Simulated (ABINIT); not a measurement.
## Cu: geometry relaxation (part 2 of 2)

Cu (Fm-3m, 1 atom in the cell); Kohn-Sham DFT of a periodic cell, LDA, PseudoDojo NC SR LDA v0.4.1 standard, no spin polarisation (ABINIT 10.8.3); cutoff 1142.88 eV, 10×10×10 k-mesh, fermi-dirac of 0.05 eV. The structure derives from an entry of the Crystallography Open Database.

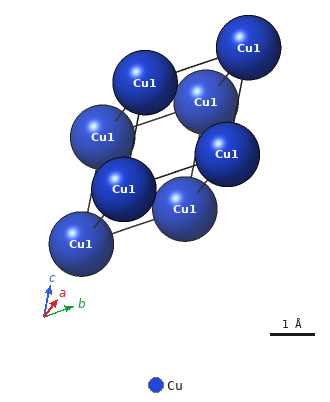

Fig. 1: The geometry at step 3 of the log (spheres-only view of the cell of the calculation, seen at an oblique angle; atoms are numbered from 1 in the order of the input).

## What the program printed, continued
```
 Cartesian coordinates (xcart) [bohr]
  0.00000000000000E+00  0.00000000000000E+00  0.00000000000000E+00
 Reduced coordinates (xred)
  0.00000000000000E+00  0.00000000000000E+00  0.00000000000000E+00
 Cartesian forces (fcart) [Ha/bohr]; max,rms= 0.00000E+00 0.00000E+00 (free atoms)
 -0.00000000000000E+00 -0.00000000000000E+00 -0.00000000000000E+00
 Gradient of E wrt nuclear positions in reduced coordinates (gred)
  0.00000000000000E+00  0.00000000000000E+00  0.00000000000000E+00
 Scale of Primitive Cell (acell) [bohr]
  4.69064251364901E+00  4.69064251364901E+00  4.69064251364901E+00
 Real space primitive translations (rprimd) [bohr]
  0.00000000000000E+00  3.31678512952313E+00  3.31678512952313E+00
  3.31678512952313E+00  0.00000000000000E+00  3.31678512952313E+00
  3.31678512952313E+00  3.31678512952313E+00  0.00000000000000E+00
 Unitary Cell Volume (ucvol) [Bohr^3]=  7.29763282844927E+01
 Angles (23,13,12)= [degrees]
  6.00000000000000E+01  6.00000000000000E+01  6.00000000000000E+01
 Lengths [Bohr]
  4.69064251364901E+00  4.69064251364901E+00  4.69064251364901E+00
 Stress tensor in cartesian coordinates (strten) [Ha/bohr^3]
 -3.70882498286207E-05  0.00000000000000E+00  0.00000000000000E+00
  0.00000000000000E+00 -3.70882498286623E-05  0.00000000000000E+00
  0.00000000000000E+00  0.00000000000000E+00 -3.70882498286623E-05
 Total energy (etotal) [Ha]= -1.89461798247771E+02

 Difference of energy with previous step (new-old):
           Absolute (Ha)=-4.21184E-04
           Relative     =-2.22306E-06

--- Iteration: ( 4/50) Internal Cycle: (1/1)
--------------------------------------------------------------------------------

---SELF-CONSISTENT-FIELD CONVERGENCE--------------------------------------------

--- !BeginCycle
iteration_state: {dtset: 1, itime: 4, icycle: 1, }
solver: {iscf: 7, nstep: 80, nline: 4, wfoptalg: 0, }
tolerances: {tolvrs: 1.00E-12, }
...

     iter   Etot(hartree)      deltaE(h)  residm     vres2
 ETOT  1  -189.45534748387    -1.895E+02 1.055E-06 2.837E+01
 ETOT  2  -189.44282295696     1.252E-02 4.434E-06 7.597E+01
 ETOT  3  -189.46178446143    -1.896E-02 4.317E-04 7.280E-02
 ETOT  4  -189.46180498239    -2.052E-05 9.166E-07 2.259E-04
 ETOT  5  -189.46180502398    -4.159E-08 2.064E-08 1.637E-06
 ETOT  6  -189.46180502437    -3.883E-10 6.523E-09 1.072E-08
 ETOT  7  -189.46180502438    -4.803E-12 1.329E-09 3.039E-11
 ETOT  8  -189.46180502438    -2.160E-12 1.508E-09 4.532E-15

 At SCF step    8       vres2   =  4.53E-15 < tolvrs=  1.00E-12 =>converged.

 Cartesian components of stress tensor (hartree/bohr^3)
  sigma(1 1)=  4.90917175E-06  sigma(3 2)=  0.00000000E+00
  sigma(2 2)=  4.90917175E-06  sigma(3 1)=  0.00000000E+00
  sigma(3 3)=  4.90917175E-06  sigma(2 1)=  0.00000000E+00

--- !ResultsGS
iteration_state: {dtset: 1, itime: 4, icycle: 1, }
comment   : Summary of ground state results
lattice_vectors:
- [  0.0000000,   3.3235012,   3.3235012, ]
- [  3.3235012,   0.0000000,   3.3235012, ]
- [  3.3235012,   3.3235012,   0.0000000, ]
lattice_lengths: [   4.70014,    4.70014,    4.70014, ]
lattice_angles: [ 60.000,  60.000,  60.000, ] # degrees, (23, 13, 12)
lattice_volume:   7.3420532E+01
convergence: {deltae: -2.160E-12, res2:  4.532E-15, residm:  1.508E-09, diffor: null, }
etotal    :  -1.89461805E+02
entropy   :   0.00000000E+00
fermie    :   3.92956582E-01
cartesian_stress_tensor: # hartree/bohr^3
- [  4.90917175E-06,   0.00000000E+00,   0.00000000E+00, ]
- [  0.00000000E+00,   4.90917175E-06,   0.00000000E+00, ]
- [  0.00000000E+00,   0.00000000E+00,   4.90917175E-06, ]
pressure_GPa:  -1.4443E-01
xred      :
- [  0.0000E+00,   0.0000E+00,   0.0000E+00, Cu]
cartesian_forces: # hartree/bohr
- [ -0.00000000E+00,  -0.00000000E+00,  -0.00000000E+00, ]
force_length_stats: {min:   0.00000000E+00, max:   0.00000000E+00, mean:   0.00000000E+00, }
...

 Integrated electronic density in atomic spheres:
 ------------------------------------------------
 Atom  Sphere_radius  Integrated_density
    1        2.00000         17.40137226

---OUTPUT-----------------------------------------------------------------------

 Cartesian coordinates (xcart) [bohr]
  0.00000000000000E+00  0.00000000000000E+00  0.00000000000000E+00
 Reduced coordinates (xred)
  0.00000000000000E+00  0.00000000000000E+00  0.00000000000000E+00
 Cartesian forces (fcart) [Ha/bohr]; max,rms= 0.00000E+00 0.00000E+00 (free atoms)
 -0.00000000000000E+00 -0.00000000000000E+00 -0.00000000000000E+00
 Gradient of E wrt nuclear positions in reduced coordinates (gred)
  0.00000000000000E+00  0.00000000000000E+00  0.00000000000000E+00
 Scale of Primitive Cell (acell) [bohr]
  4.70014052242149E+00  4.70014052242149E+00  4.70014052242149E+00
 Real space primitive translations (rprimd) [bohr]
  0.00000000000000E+00  3.32350123593392E+00  3.32350123593392E+00
  3.32350123593392E+00  0.00000000000000E+00  3.32350123593392E+00
  3.32350123593392E+00  3.32350123593392E+00  0.00000000000000E+00
 Unitary Cell Volume (ucvol) [Bohr^3]=  7.34205324159581E+01
 Angles (23,13,12)= [degrees]
  6.00000000000000E+01  6.00000000000000E+01  6.00000000000000E+01
 Lengths [Bohr]
  4.70014052242149E+00  4.70014052242149E+00  4.70014052242149E+00
 Stress tensor in cartesian coordinates (strten) [Ha/bohr^3]
  4.90917174782168E-06  0.00000000000000E+00  0.00000000000000E+00
  0.00000000000000E+00  4.90917174779393E-06  0.00000000000000E+00
  0.00000000000000E+00  0.00000000000000E+00  4.90917174780781E-06
 Total energy (etotal) [Ha]= -1.89461805024379E+02

 Difference of energy with previous step (new-old):
           Absolute (Ha)=-6.77661E-06
           Relative     =-3.57677E-08

--- Iteration: ( 5/50) Internal Cycle: (1/1)
--------------------------------------------------------------------------------

---SELF-CONSISTENT-FIELD CONVERGENCE--------------------------------------------

--- !BeginCycle
iteration_state: {dtset: 1, itime: 5, icycle: 1, }
solver: {iscf: 7, nstep: 80, nline: 4, wfoptalg: 0, }
tolerances: {tolvrs: 1.00E-12, }
...

     iter   Etot(hartree)      deltaE(h)  residm     vres2
 ETOT  1  -189.46171761513    -1.895E+02 3.215E-06 3.851E-01
 ETOT  2  -189.46153898465     1.786E-04 7.740E-08 1.061E+00
 ETOT  3  -189.46180477075    -2.658E-04 6.112E-06 1.536E-03
 ETOT  4  -189.46180517557    -4.048E-07 1.395E-08 7.931E-06
 ETOT  5  -189.46180517702    -1.441E-09 1.587E-09 5.622E-08
 ETOT  6  -189.46180517702    -9.550E-12 1.432E-10 9.465E-11
 ETOT  7  -189.46180517702    -3.411E-13 1.342E-10 4.965E-14

 At SCF step    7       vres2   =  4.96E-14 < tolvrs=  1.00E-12 =>converged.

 Cartesian components of stress tensor (hartree/bohr^3)
  sigma(1 1)=  4.65899658E-07  sigma(3 2)=  0.00000000E+00
  sigma(2 2)=  4.65899658E-07  sigma(3 1)=  0.00000000E+00
  sigma(3 3)=  4.65899658E-07  sigma(2 1)=  0.00000000E+00

--- !ResultsGS
iteration_state: {dtset: 1, itime: 5, icycle: 1, }
comment   : Summary of ground state results
lattice_vectors:
- [  0.0000000,   3.3227120,   3.3227120, ]
- [  3.3227120,   0.0000000,   3.3227120, ]
- [  3.3227120,   3.3227120,   0.0000000, ]
lattice_lengths: [   4.69902,    4.69902,    4.69902, ]
lattice_angles: [ 60.000,  60.000,  60.000, ] # degrees, (23, 13, 12)
lattice_volume:   7.3368236E+01
convergence: {deltae: -3.411E-13, res2:  4.965E-14, residm:  1.342E-10, diffor: null, }
etotal    :  -1.89461805E+02
entropy   :   0.00000000E+00
fermie    :   3.93381185E-01
cartesian_stress_tensor: # hartree/bohr^3
- [  4.65899658E-07,   0.00000000E+00,   0.00000000E+00, ]
- [  0.00000000E+00,   4.65899658E-07,   0.00000000E+00, ]
- [  0.00000000E+00,   0.00000000E+00,   4.65899658E-07, ]
pressure_GPa:  -1.3707E-02
xred      :
- [  0.0000E+00,   0.0000E+00,   0.0000E+00, Cu]
cartesian_forces: # hartree/bohr
- [ -0.00000000E+00,  -0.00000000E+00,  -0.00000000E+00, ]
force_length_stats: {min:   0.00000000E+00, max:   0.00000000E+00, mean:   0.00000000E+00, }
...

 Integrated electronic density in atomic spheres:
 ------------------------------------------------
 Atom  Sphere_radius  Integrated_density
    1        2.00000         17.40067970

---OUTPUT-----------------------------------------------------------------------

 Cartesian coordinates (xcart) [bohr]
  0.00000000000000E+00  0.00000000000000E+00  0.00000000000000E+00
 Reduced coordinates (xred)
  0.00000000000000E+00  0.00000000000000E+00  0.00000000000000E+00
 Cartesian forces (fcart) [Ha/bohr]; max,rms= 0.00000E+00 0.00000E+00 (free atoms)
 -0.00000000000000E+00 -0.00000000000000E+00 -0.00000000000000E+00
 Gradient of E wrt nuclear positions in reduced coordinates (gred)
  0.00000000000000E+00  0.00000000000000E+00  0.00000000000000E+00
 Scale of Primitive Cell (acell) [bohr]
  4.69902431530511E+00  4.69902431530512E+00  4.69902431530512E+00
 Real space primitive translations (rprimd) [bohr]
  0.00000000000000E+00  3.32271195831272E+00  3.32271195831272E+00
  3.32271195831272E+00  0.00000000000000E+00  3.32271195831272E+00
  3.32271195831272E+00  3.32271195831272E+00  0.00000000000000E+00
 Unitary Cell Volume (ucvol) [Bohr^3]=  7.33682362817085E+01
 Angles (23,13,12)= [degrees]
  6.00000000000000E+01  6.00000000000000E+01  6.00000000000000E+01
 Lengths [Bohr]
  4.69902431530511E+00  4.69902431530512E+00  4.69902431530512E+00
 Stress tensor in cartesian coordinates (strten) [Ha/bohr^3]
  4.65899658352864E-07  0.00000000000000E+00  0.00000000000000E+00
  0.00000000000000E+00  4.65899658352864E-07  0.00000000000000E+00
  0.00000000000000E+00  0.00000000000000E+00  4.65899658380620E-07
 Total energy (etotal) [Ha]= -1.89461805177025E+02

 Difference of energy with previous step (new-old):
           Absolute (Ha)=-1.52646E-07
           Relative     =-8.05683E-10

--- Iteration: ( 6/50) Internal Cycle: (1/1)
--------------------------------------------------------------------------------

---SELF-CONSISTENT-FIELD CONVERGENCE--------------------------------------------

--- !BeginCycle
iteration_state: {dtset: 1, itime: 6, icycle: 1, }
solver: {iscf: 7, nstep: 80, nline: 4, wfoptalg: 0, }
tolerances: {tolvrs: 1.00E-12, }
...

     iter   Etot(hartree)      deltaE(h)  residm     vres2
 ETOT  1  -189.46180421779    -1.895E+02 8.670E-05 4.231E-03
 ETOT  2  -189.46180225630     1.961E-06 4.144E-09 1.165E-02
 ETOT  3  -189.46180517522    -2.919E-06 6.695E-08 1.673E-05
 ETOT  4  -189.46180517964    -4.423E-09 1.521E-10 8.764E-08
 ETOT  5  -189.46180517966    -1.771E-11 1.828E-11 6.137E-10
 ETOT  6  -189.46180517965     4.917E-12 5.732E-12 9.923E-13

 At SCF step    6       vres2   =  9.92E-13 < tolvrs=  1.00E-12 =>converged.

 Cartesian components of stress tensor (hartree/bohr^3)
  sigma(1 1)=  1.92331049E-08  sigma(3 2)=  0.00000000E+00
  sigma(2 2)=  1.92331048E-08  sigma(3 1)=  0.00000000E+00
  sigma(3 3)=  1.92331048E-08  sigma(2 1)=  0.00000000E+00

--- !ResultsGS
iteration_state: {dtset: 1, itime: 6, icycle: 1, }
comment   : Summary of ground state results
lattice_vectors:
- [  0.0000000,   3.3226293,   3.3226293, ]
- [  3.3226293,   0.0000000,   3.3226293, ]
- [  3.3226293,   3.3226293,   0.0000000, ]
lattice_lengths: [   4.69891,    4.69891,    4.69891, ]
lattice_angles: [ 60.000,  60.000,  60.000, ] # degrees, (23, 13, 12)
lattice_volume:   7.3362759E+01
convergence: {deltae:  4.917E-12, res2:  9.923E-13, residm:  5.732E-12, diffor: null, }
etotal    :  -1.89461805E+02
entropy   :   0.00000000E+00
fermie    :   3.93425671E-01
cartesian_stress_tensor: # hartree/bohr^3
- [  1.92331049E-08,   0.00000000E+00,   0.00000000E+00, ]
- [  0.00000000E+00,   1.92331048E-08,   0.00000000E+00, ]
- [  0.00000000E+00,   0.00000000E+00,   1.92331048E-08, ]
pressure_GPa:  -5.6586E-04
xred      :
- [  0.0000E+00,   0.0000E+00,   0.0000E+00, Cu]
cartesian_forces: # hartree/bohr
- [ -0.00000000E+00,  -0.00000000E+00,  -0.00000000E+00, ]
force_length_stats: {min:   0.00000000E+00, max:   0.00000000E+00, mean:   0.00000000E+00, }
...

 Integrated electronic density in atomic spheres:
 ------------------------------------------------
 Atom  Sphere_radius  Integrated_density
    1        2.00000         17.40060713

---OUTPUT-----------------------------------------------------------------------

 Cartesian coordinates (xcart) [bohr]
  0.00000000000000E+00  0.00000000000000E+00  0.00000000000000E+00
 Reduced coordinates (xred)
  0.00000000000000E+00  0.00000000000000E+00  0.00000000000000E+00
 Cartesian forces (fcart) [Ha/bohr]; max,rms= 0.00000E+00 0.00000E+00 (free atoms)
 -0.00000000000000E+00 -0.00000000000000E+00 -0.00000000000000E+00
 Gradient of E wrt nuclear positions in reduced coordinates (gred)
  0.00000000000000E+00  0.00000000000000E+00  0.00000000000000E+00
 Scale of Primitive Cell (acell) [bohr]
  4.69890736741654E+00  4.69890736741654E+00  4.69890736741654E+00
 Real space primitive translations (rprimd) [bohr]
  0.00000000000000E+00  3.32262926366767E+00  3.32262926366767E+00
  3.32262926366766E+00  0.00000000000000E+00  3.32262926366766E+00
  3.32262926366766E+00  3.32262926366766E+00  0.00000000000000E+00
 Unitary Cell Volume (ucvol) [Bohr^3]=  7.33627585189616E+01
 Angles (23,13,12)= [degrees]
  6.00000000000000E+01  6.00000000000000E+01  6.00000000000000E+01
 Lengths [Bohr]
  4.69890736741654E+00  4.69890736741654E+00  4.69890736741654E+00
 Stress tensor in cartesian coordinates (strten) [Ha/bohr^3]
  1.92331049142513E-08  0.00000000000000E+00  0.00000000000000E+00
  0.00000000000000E+00  1.92331048309846E-08  0.00000000000000E+00
  0.00000000000000E+00  0.00000000000000E+00  1.92331048309846E-08
 Total energy (etotal) [Ha]= -1.89461805179654E+02

 Difference of energy with previous step (new-old):
           Absolute (Ha)=-2.62906E-09
           Relative     =-1.38765E-11

 At Broyd/MD step   6, gradients are converged :
  max grad (force/stress) = 1.9233E-06 < tolmxf= 2.0000E-05 ha/bohr (free atoms)

================================================================================

 ----iterations are completed or convergence reached----

 Mean square residual over all n,k,spin=   11.318E-15; max=  57.320E-13
 reduced coordinates (array xred) for    1 atoms
       0.000000000000      0.000000000000      0.000000000000
 rms dE/dt=  0.0000E+00; max dE/dt=  0.0000E+00; dE/dt below (all hartree)
    1       0.000000000000      0.000000000000      0.000000000000

 cartesian coordinates (angstrom) at end:
    1      0.00000000000000     0.00000000000000     0.00000000000000

 cartesian forces (hartree/bohr) at end:
    1     -0.00000000000000    -0.00000000000000    -0.00000000000000
 frms,max,avg= 0.0000000E+00 0.0000000E+00   0.000E+00  0.000E+00  0.000E+00 h/b

 cartesian forces (eV/Angstrom) at end:
    1     -0.00000000000000    -0.00000000000000    -0.00000000000000
 frms,max,avg= 0.0000000E+00 0.0000000E+00   0.000E+00  0.000E+00  0.000E+00 e/A
 length scales=  4.698907367417  4.698907367417  4.698907367417 bohr
              =  2.486554693294  2.486554693294  2.486554693294 angstroms
 Fermi (or HOMO) energy (hartree) =   0.39343   Average Vxc (hartree)=  -0.52948
 Eigenvalues (hartree) for nkpt=  47  k points:
 kpt#   1, nband= 14, wtk=  0.00100, kpt=  0.0000  0.0000  0.0000 (reduced coord)
  -3.71851   -2.16637   -2.16637   -2.16637    0.02520    0.27596    0.27596    0.27596
   0.31200    0.31200    1.25652    1.36847    1.36847    1.36847
      occupation numbers for kpt#   1
   2.00000    2.00000    2.00000    2.00000    2.00000    2.00000    2.00000    2.00000
   2.00000    2.00000    0.00000    0.00000    0.00000    0.00000
 prteigrs : prtvol=0 or 1, do not print more k-points.

--- !EnergyTerms
iteration_state     : {dtset: 1, itime: 6, icycle: 1, }
comment             : Components of total free energy in Hartree
kinetic             :  8.68243039747045E+01
hartree             :  5.40699939069447E+01
xc                  : -2.30505202664199E+01
Ewald energy        : -1.24535050212619E+02
psp_core            :  5.63506956669041E+00
local_psp           : -1.54877965202573E+02
non_local_psp       : -3.35274555815790E+01
internal            : -1.89461623814852E+02
'-kT*entropy'       : -1.81364801877688E-04
total_energy        : -1.89461805179654E+02
total_energy_eV     : -5.15551835960437E+03
band_energy         : -1.74119098196357E+01
...

 Cartesian components of stress tensor (hartree/bohr^3)
  sigma(1 1)=  1.92331049E-08  sigma(3 2)=  0.00000000E+00
  sigma(2 2)=  1.92331048E-08  sigma(3 1)=  0.00000000E+00
  sigma(3 3)=  1.92331048E-08  sigma(2 1)=  0.00000000E+00

-Cartesian components of stress tensor (GPa)         [Pressure= -5.6586E-04 GPa]
- sigma(1 1)=  5.65857483E-04  sigma(3 2)=  0.00000000E+00
- sigma(2 2)=  5.65857480E-04  sigma(3 1)=  0.00000000E+00
- sigma(3 3)=  5.65857480E-04  sigma(2 1)=  0.00000000E+00

== END DATASET(S) ==============================================================
================================================================================

 -outvars: echo values of variables after computation  --------
            acell      4.6989073674E+00  4.6989073674E+00  4.6989073674E+00 Bohr
           etotal     -1.8946180518E+02
            fcart     -0.0000000000E+00 -0.0000000000E+00 -0.0000000000E+00
            rprim      0.0000000000E+00  7.0710678119E-01  7.0710678119E-01
                       7.0710678119E-01  0.0000000000E+00  7.0710678119E-01
                       7.0710678119E-01  7.0710678119E-01  0.0000000000E+00
           strten      1.9233104914E-08  1.9233104831E-08  1.9233104831E-08
                       0.0000000000E+00  0.0000000000E+00  0.0000000000E+00
 Calculation completed.
```

## Trajectory as extended XYZ (Å, eV, eV/Å), 6 frames, from step=0 to step=5
```
1
Lattice="0.0000 1.8075 1.8075 1.8075 0.0000 1.8075 1.8075 1.8075 0.0000" Properties=species:S:1:pos:R:3:forces:R:3 step=0 energy=-5155.47725
Cu    0.0000    0.0000    0.0000    0.0000   0.0000   0.0000
1
Lattice="0.0000 1.7838 1.7838 1.7838 0.0000 1.7838 1.7838 1.7838 0.0000" Properties=species:S:1:pos:R:3:forces:R:3 step=1 energy=-5155.50671
Cu    0.0000    0.0000    0.0000    0.0000   0.0000   0.0000
1
Lattice="0.0000 1.7552 1.7552 1.7552 0.0000 1.7552 1.7552 1.7552 0.0000" Properties=species:S:1:pos:R:3:forces:R:3 step=2 energy=-5155.51817
Cu    0.0000    0.0000    0.0000    0.0000   0.0000   0.0000
1
Lattice="0.0000 1.7587 1.7587 1.7587 0.0000 1.7587 1.7587 1.7587 0.0000" Properties=species:S:1:pos:R:3:forces:R:3 step=3 energy=-5155.51836
Cu    0.0000    0.0000    0.0000    0.0000   0.0000   0.0000
1
Lattice="0.0000 1.7583 1.7583 1.7583 0.0000 1.7583 1.7583 1.7583 0.0000" Properties=species:S:1:pos:R:3:forces:R:3 step=4 energy=-5155.51836
Cu    0.0000    0.0000    0.0000    0.0000   0.0000   0.0000
1
Lattice="0.0000 1.7583 1.7583 1.7583 0.0000 1.7583 1.7583 1.7583 0.0000" Properties=species:S:1:pos:R:3:forces:R:3 step=5 energy=-5155.51836
Cu    0.0000    0.0000    0.0000    0.0000   0.0000   0.0000
```

The run was set up as follows.

## Input
```
# Pseudopotentials
pp_dirpath "./"
pseudos "Cu.upf"

# Structure
acell 3*1.0 Angstrom
rprim
     0.0000000000     1.8075000000     1.8075000000
     1.8075000000     0.0000000000     1.8075000000
     1.8075000000     1.8075000000     0.0000000000
ntypat 1
znucl 29
natom 1
typat 1
chkprim 0
chksymtnons 0
tolsym 1.0e-6
xred
            0.0            0.0            0.0

# Plane-wave basis
ecut 1142.878222 eV
ecutsm 0.5

# k points
kptopt 1
ngkpt 10 10 10
nshiftk 1
shiftk 0.0 0.0 0.0

# Exchange and correlation
ixc 7

# Bands and occupations
nband 14
occopt 3
tsmear 0.00183747

# SCF cycle
nstep 80
tolvrs 1.0e-12

# Output
iomode 3
prteig 0
prtebands 0
prtwf 0
prtden 0

# Relaxation
ionmov 2
optcell 2
ntime 50
tolmxf 2.0e-5
dilatmx 1.08
```

Launch command:
```bash
mpirun --bind-to none -np 4 abinit run.abi > log 2>&1
```

## Summary

- outcome: converged
- space group (tolerance 0.01 Å): Fm-3m (225)
- electrons treated: 19
- free energy: −5155.5184 eV
- Fermi energy: 10.706 eV
- gap on the k-point mesh: none (metallic)
- pressure: 0.00 GPa
- final volume: 10.87 Å³
- largest force (length of the vector) at the end: under 0.001 eV/Å
- final cell: a = 2.487 Å, b = 2.487 Å, c = 2.487 Å, α = 60.00°, β = 60.00°, γ = 60.00°
- hardware: 4 threads of Arm Neoverse V1, 24 GiB of memory available, shared host
- wall time: 32 s (CPU time 2.1 min)
- peak memory: 0.24 GiB
